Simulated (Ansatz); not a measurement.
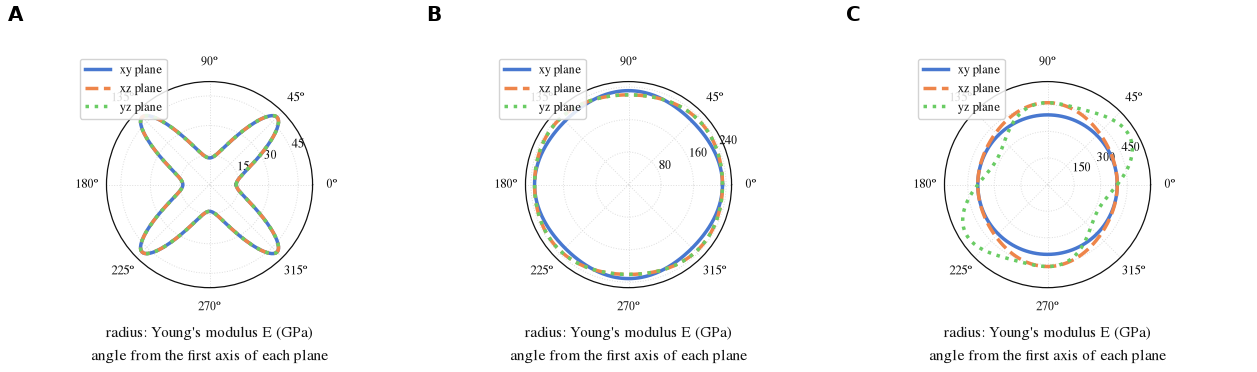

Each panel shows the Young's modulus as a function of direction in the xy, xz and yz planes for one of these solids: Al₂Cu, Fm-3m (No. 225), 12.7 Å³/atom, ions relaxed; AlCu₃, Fm-3m (No. 225), 11.3 Å³/atom, ions relaxed; Ta₂C, P-3m1 (No. 164), 13.6 Å³/atom, ions clamped.

Computed with Ansatz 0.2.0: elastic stress-strain coefficients at zero temperature from small strains of the given cell, Voigt order xx yy zz yz xz xy, Cartesian axes of the cell vectors; plane waves with PAW datasets, Γ-centred k mesh. Level: PBEsol, no spin polarisation.

Which panel belongs to which solid?

A is AlCu₃ (E along x, y, z: 13.5, 13.5, 13.5 GPa); B is Al₂Cu (E along x, y, z: 231, 231, 221 GPa); C is Ta₂C (E along x, y, z: 393, 393, 462 GPa).

For Al₂Cu, limits of the calculation: metal sensitive to the k mesh.

For AlCu₃, limits of the calculation: metal sensitive to the k mesh.

For Ta₂C, limits of the calculation: metal sensitive to the k mesh.
